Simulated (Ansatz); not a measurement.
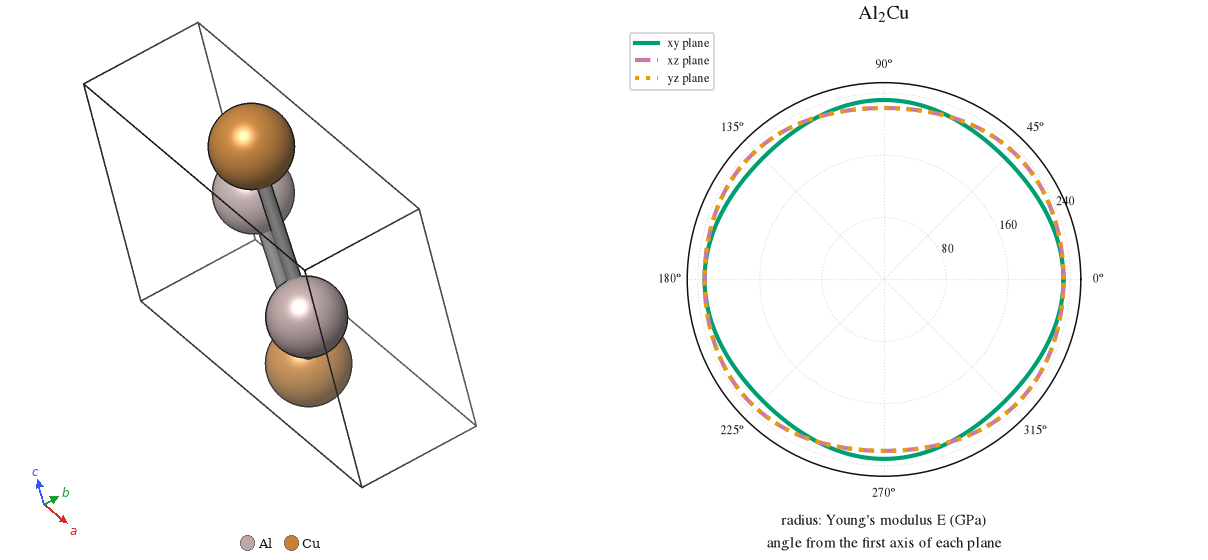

The figure shows the Young's modulus as a function of direction in the xy, xz and yz planes for Al₂Cu, space group Fm-3m (No. 225). The cell is drawn beside the plot.

Starting cell:
```yaml
crystal:
  lattice:
    - [-1.88681, 1.88681, 2.66836]
    - [1.88681, -1.88681, 2.66836]
    - [1.88681, 1.88681, -2.66836]
  atoms:
    - { symbol: Al, position: [0.75000, 0.25000, 0.50000] }
    - { symbol: Al, position: [0.25000, 0.75000, 0.50000] }
    - { symbol: Cu, position: [0.50000, 0.50000, 0.00000] }
```

Computed with Ansatz 0.2.0: elastic stress-strain coefficients at zero temperature from small strains of the given cell, Voigt order xx yy zz yz xz xy, Cartesian axes of the cell vectors; plane waves with PAW datasets, Γ-centred k mesh. Level: PBEsol, no spin polarisation.

wave cutoff 420 eV; k mesh 16×16×16; occupations Fermi–Dirac; smearing width 0.15 eV; ions relaxed; strain amplitude 0.005.

This calculation gives: bulk modulus 239.0 GPa, shear modulus 85.5 GPa, least Young's modulus over all directions 220.9 GPa and largest 234.7 GPa.

Now the cell is expanded by 8.6 % in volume, to 13.75 Å³/atom. Predict the effect.

The bulk modulus falls from 239.0 to 177.3 GPa (−26 %), the shear modulus falls from 85.5 to 75.7 GPa (−11 %), the least Young's modulus over all directions falls from 220.9 to 184.2 GPa (−17 %) and the largest falls from 234.7 to 209.1 GPa (−11 %). The shift of the bulk modulus amounts to a Grüneisen parameter of 3.64.

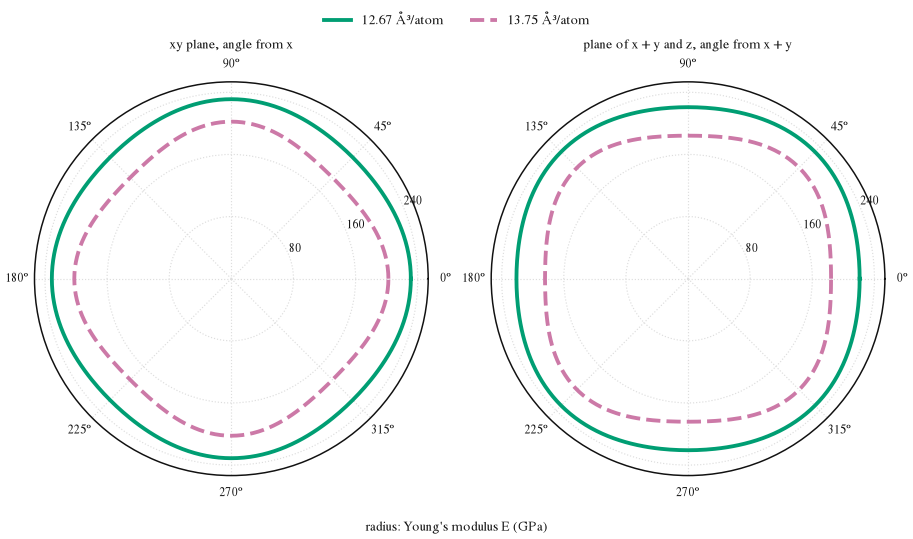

The two results together.

For both, limits of the calculation: metal sensitive to the k mesh.
